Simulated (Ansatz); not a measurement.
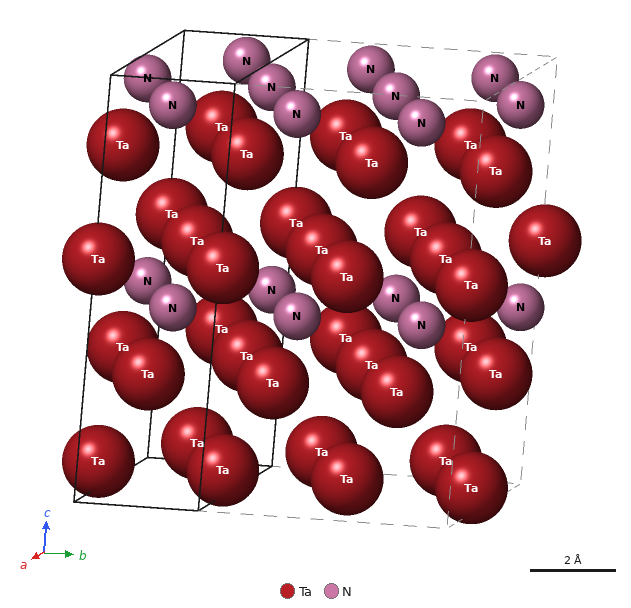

Drawn in the spheres-only manner and seen slightly off an axis. The conventional unit cell (solid box) is repeated to 1×3×1 cells.

Ta2N, space group Cm (No. 8), a = 5.37 Å, b = 3.10 Å, c = 10.13 Å, α = 90.00°, β = 105.38°, γ = 90.00°.

Electronic-structure method: Ansatz, DFT PBE, scalar-relativistic, plane waves, PAW. Parameters: wavefunction cutoff 420 eV, k-points about 0.14 Å⁻¹ apart, Gaussian smearing of 0.15 eV, no spin polarisation.

> Is the electronic structure metallic or gapped?

A metal: bands cross the Fermi level.

> Give the pressure and its sign.

The computed pressure is 31.8 GPa (compressed: it would expand). The stress isn't hydrostatic: its largest component is 65.7 GPa.

Provenance: a structure listed in the Materials Project. The cell was then strained or its atoms displaced on purpose. A calculation with Ansatz used it as input.

At this level of theory the run's own cell isn't at rest (compressed, at 32 GPa and forces up to 25.6 eV/Å), so its distances can differ from those at equilibrium, the more so the softer the solid.
